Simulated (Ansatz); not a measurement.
# Single-point calculation of InAs

InAs (I-4m2, 2 atoms in the cell), computed with DFT PBEsol, scalar-relativistic, plane waves, PAW, no spin polarisation (Ansatz 0.2.0).

The structure derives from an entry of the Crystallography Open Database. It belongs to a series of runs on one base structure; here: strain +0.000 along x and y, +0.015 along z, atoms carried along.

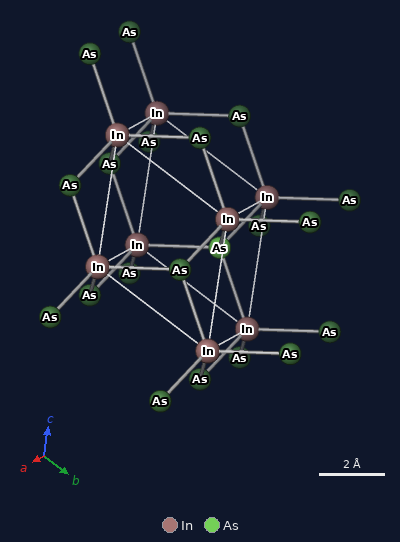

Figure 1. The input geometry (ball-and-stick view of the reduced cell, seen slightly off an axis; neighbours outside the cell are drawn fainter). An atom can appear more than once, as a periodic image. Near neighbours in the periodic cell (some may lie outside the picture): In has 4 As at 2.65 Å; As has 4 In at 2.65 Å.

**Results in brief**

```json
{"quantity": "outcome", "value": "converged"}
{"quantity": "space group (tolerance 0.01 Å)", "value": "I-4m2 (119)"}
{"quantity": "electrons treated", "value": "28"}
{"quantity": "free energy", "value": "−10338.8258 eV"}
{"quantity": "Fermi energy", "value": "7.422 eV"}
{"quantity": "gap on the k-point mesh", "value": "none (metallic)"}
{"quantity": "pressure", "value": "−0.82 GPa"}
{"quantity": "largest force (length of the vector)", "value": "under 0.001 eV/Å"}
{"quantity": "hardware", "value": "2 threads of Oxide Virtual Turin-like (Zen 5), 32 GiB of memory available, shared host"}
{"quantity": "wall time", "value": "16 s (CPU time 31 s)"}
{"quantity": "peak memory", "value": "0.79 GiB"}
```

**Input file**
```yaml
crystal:
  lattice:
    - [0.0, 3.0437329616, 3.089388956]
    - [3.0437329616, 0.0, 3.089388956]
    - [3.0437329616, 3.0437329616, 0.0]
  atoms:
    - { symbol: In, position: [0.0, 0.0, 0.0] }
    - { symbol: As, position: [0.75, 0.75, 0.75] }
basis:
  ecutwfc: 420
kpoints:
  mp_grid: { grid: [18, 18, 18] }
hamiltonian:
  xc: pbesol
scf:
  occupations: { method: gaussian, width: 0.15 }
output:
  forces: true
  stress: true
  eigenvalues: true
  write_density: true
  write_potential: true
  elf: true
  volumetric_format: npy
```

Launch command:
```bash
ansatz run input.yaml --threads 2 --pin off --max-ram 5120MiB --backend cpu --events-out ev --progress --plain --runs-dir out
```

**Log**
```
Engine: ansatz 0.2.0, x86_64-unknown-linux-gnu
Pseudopotentials: kind: paw
Pseudopotential: In, paw, valence charge 13, recommended cutoff 420 eV (normal), In.paw.azcp
Pseudopotential: As, paw, valence charge 15, recommended cutoff 420 eV (normal), As.paw.azcp
Functional definition: PBEsol
  exchange = pbesol_x
  correlation = pbesol_c
Crystal: 2 atoms, lattice volume = 57.242 Å³
Basis set: ecut = 420 eV, 1107 PW (Γ), exchange–correlation on 60×60×60 points (8 copies of the dense FFT grid, shifted against one another)
Bands: 18, of which v1, the nominal top of the filled ones, is band 14 counted from 1 (13 counted from 0)
Symmetry: 8 space group operations
Space group: I-4m2 (ITA 119), of the structure as read, at distance tolerance 3.9e-5 Å
k-points: 480 of 5832 (time reversal used)
Non-local potential: In, projectors of the file, l = 0: 2, l = 1: 2, l = 2: 2, l = 3: 2
Non-local potential: As, projectors of the file, l = 0: 2, l = 1: 2, l = 2: 3, l = 3: 1
PAW form: soft (Blöchl's): semilocal exchange-correlation on the pseudo side does not see the compensation charge
PAW frozen core: In, regenerated for the run's functional, and the local potential with it (the file was generated under x = pbe(κ = 0.804, μ = 0.2195149727645171), c = pbe(β = 0.06672455060314922))
PAW frozen core: As, regenerated for the run's functional, and the local potential with it (the file was generated under x = pbe(κ = 0.804, μ = 0.2195149727645171), c = pbe(β = 0.06672455060314922))
PAW one-centre angular grid: In, 590 points (default); XC on 64 Gauss nodes
PAW one-centre angular grid: As, 590 points (default); XC on 64 Gauss nodes
Initial density: superposition of atomic densities (neutral atoms: chi_scale 0, normalization atom), corrected by the library's trained network
Initial wavefunctions: pseudopotential atomic-orbital guess
Functional: x = pbesol(κ = 0.804, μ = 0.12345679012345678), c = pbesol(β = 0.046)
SCF iter   1: F=—  HF=-10338.833484 eV  |F-HF|=—  |Δ(HF+E_count)|=         —  Δρ=4.48e-3  dr2=2.03e-2  ethr=1.77e-3  ⟨swp⟩=5.1  Hψ=40856  notcnv=0
preconditioner: auto → none  [insulator: Δε(μ)=0.393 eV  Ē_g=14.473 eV  σ=0.150 eV  W_gap=0.90  n_scr=14 (ndim 8)  ℏωp=20.8 eV  f_vac=0.115  D(μ)=0.01/eV (n_scr^D=0)  ε∞_Penn≈3.1]
SCF iter   2: F=—  HF=-10338.825894 eV  |F-HF|=—  |Δ(HF+E_count)|=   7.59e-3  Δρ=1.48e-3  dr2=1.14e-3  ethr=7.26e-5  ⟨swp⟩=2.0  Hψ=14286  notcnv=0
SCF iter   3: F=—  HF=-10338.825708 eV  |F-HF|=—  |Δ(HF+E_count)|=   1.86e-4  Δρ=4.94e-4  dr2=1.60e-4  ethr=4.08e-6  ⟨swp⟩=2.0  Hψ=15358  notcnv=0
SCF iter   4: F=—  HF=-10338.825741 eV  |F-HF|=—  |Δ(HF+E_count)|=   3.37e-5  Δρ=2.08e-4  dr2=1.65e-5  ethr=5.71e-7  ⟨swp⟩=2.0  Hψ=10463  notcnv=0
SCF iter   5: F=—  HF=-10338.825756 eV  |F-HF|=—  |Δ(HF+E_count)|=   1.46e-5  Δρ=1.90e-5  dr2=1.35e-7  ethr=5.88e-8  ⟨swp⟩=2.0  Hψ=10425  notcnv=0
SCF iter   6: F=-10338.825756 eV  HF=-10338.825756 eV  |F-HF|=5.47e-8  |Δ(HF+E_count)|=   5.76e-8  Δρ=9.63e-6  dr2=3.42e-8  ethr=3.57e-10  ⟨swp⟩=9.5  Hψ=63829  notcnv=0
SCF 1 converged in 6 iterations: F = -10338.825756 eV  dr2 = 3.42e-8
  greatest PAW one-centre occupation: 0.999 electrons in one spin orbital (limit 2), on the As atom at site 1 (counted from 0), in its partial waves of l = 2
```

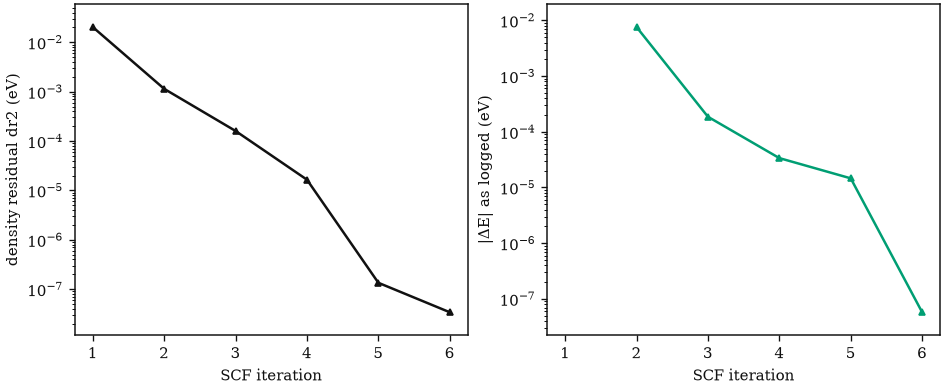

Figure 2. Convergence of the self-consistent field: density residual dr2 and size of the energy change against the SCF iteration. The residual falls at every step.

```
SCF converged after 6 iterations
Free energy (F): -10338.825756 eV
Harris-Foulkes:  -10338.825756 eV  (|F-HF|=5.47e-8)
Internal energy: -10338.825660 eV  (E = F + TS)
E sigma→0 (E₀):  -10338.825708 eV
Entropy (-TS):   -0.000096 eV (-0.048 meV/atom)
Fermi energy:    7.421538 eV
--- Per-component energies (eV) ---
  E_band       = -326.743246
  E_kinetic    = 346.251928
  E_local      = -3324.224169  (includes V_loc(G=0)·N_el)
  E_nonlocal   = -299.803780
  E_hartree    = 1601.093699
  E_xc         = -291.620494
  E_vxc        = -178.464599  (∫ρ·V_xc dr)
  E_paw        = -5877.621450  (= ΣΔE_a)
  E_vpaw       = -72.679550  (= ΣTr[D̂ρ^β])
  E_aug_tail   = 0.000034  (compensation charges beyond the density's cutoff)
  E_ewald      = -2494.103759
  E_core_change = 1.202331  (= ΣΔE_core)
  E_smearing   = -0.000096  (= −TS)
  E_closure    = 0.000000  (closes the sum)
  Σ components = -10338.825756   (vs F -10338.825756, Δ=0.00e0)
--- Forces (eV/Å), atoms counted from 1 ---
  atom   1  In    -0.00000000     0.00000000     0.00000000
  atom   2  As     0.00000000    -0.00000000     0.00000000
  max |Σ_I F_I| component: 9.71e-17 eV/Å
--- Stress (GPa, compression-positive) ---
       -0.640397      -0.000000       0.000000
       -0.000000      -0.640397       0.000000
        0.000000       0.000000      -1.174877
  P = ⅓ Tr σ = -0.8186 GPa (-8.186 kbar)
--- Band table (eV; the first three rows and the last of 480) ---
  k-point 0: bands = ["-27.7289", "-27.7289", "-27.7272", "-27.7223", "-27.7203", "-7.0221", "-7.0173", "-7.0173", "-6.9054", "-6.9038", "-4.4215", "6.7856", "7.2015", "7.2737", "7.2737", "11.0931", "11.0931", "11.1229"]
  k-point 1: bands = ["-27.7289", "-27.7289", "-27.7272", "-27.7223", "-27.7203", "-7.0237", "-7.0183", "-7.0162", "-6.9055", "-6.9038", "-4.3909", "6.2523", "7.1839", "7.2348", "7.6817", "11.0910", "11.1534", "11.1786"]
  k-point 2: bands = ["-27.7289", "-27.7289", "-27.7272", "-27.7223", "-27.7203", "-7.0335", "-7.0160", "-7.0131", "-6.9056", "-6.9038", "-4.3004", "5.4939", "7.0739", "7.1292", "8.1143", "11.1557", "11.3154", "11.3379"]
  k-point 479: bands = ["-27.7285", "-27.7285", "-27.7276", "-27.7224", "-27.7199", "-7.1840", "-6.9451", "-6.9451", "-6.9360", "-6.8866", "-2.5675", "1.4711", "5.0797", "5.0797", "8.8001", "9.3182", "16.0183", "16.2298"]
```

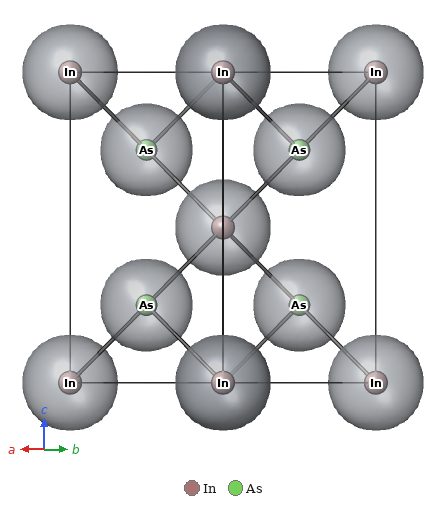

Figure 3. Isosurface of the valence charge density (pseudo) at 0.6 e/Å³ (grey), seen along [110]. Sticks mark near contacts. The outline is the cell set on symmetry axes. At this value the density breaks into separate islands; it holds about 75 % of the electrons treated as valence (semicore included). It is pinched off along the In–As (2.65 Å) contacts. On the grid the lowest density along these lines, outside the cores, is 0.39 e/Å³ (In–As, 2.65 Å). Core electrons are frozen (PAW), so the fields are smoothed inside the atomic spheres.

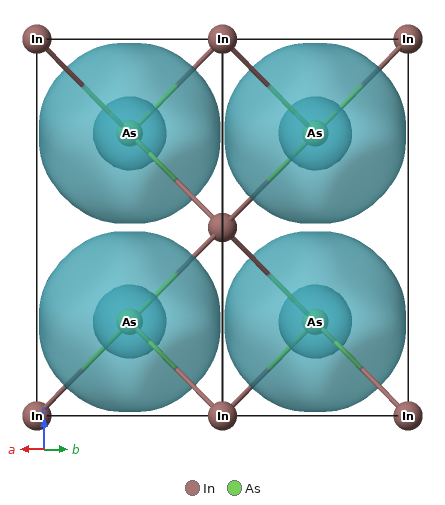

Figure 4. Isosurface of the ELF at 0.5 (cyan), seen along [110]. Core shells and regions of very low density are left out. Sticks mark near contacts. The outline is the cell set on symmetry axes. Profiles from the grid: In–As (2.65 Å): the ELF peaks at about 0.75 between the atoms (localised, shared-pair bonding).
